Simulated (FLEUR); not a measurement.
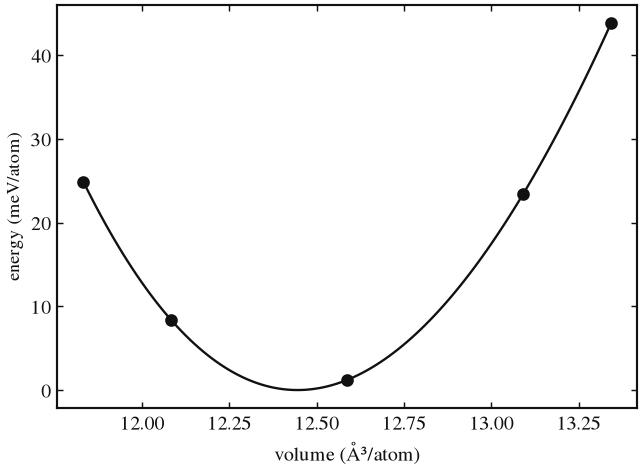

Calculation (FLEUR MaX-R8.1 (later development tree)): all-electron LAPW DFT, no spin polarisation; energies at scaled volumes of the given cell, shape and fractions fixed, counted from the fit's minimum, third-order Birch-Murnaghan fit. Level: r2SCAN.

- k mesh: 9×9×5
- occupations: Fermi–Dirac
- smearing width: 0.05 eV
- potentials: all electron
- program settings: basis FLAPW, kmax 4.77 1/bohr

Cell as given: a = 3.343 Å, b = 3.343 Å, c = 5.203 Å, α = 90.00°, β = 90.00°, γ = 120.00°; 4 atoms.

**Figure.** Energy against volume for HfC, space group P6_3/mmc (No. 194).

A third-order Birch–Murnaghan fit gives V0 = 12.45 Å³/atom, B0 = 243 GPa and B′ = 3.9. The energy is 24.86 meV/atom at volume 11.83 Å³/atom and 43.82 meV/atom at 13.34 Å³/atom; the lowest computed point is at volume 12.59 Å³/atom (1.21 meV/atom).

Limits of the calculation: shape and atomic fractions are frozen while scaling, which makes layered, chain and framework solids too stiff.
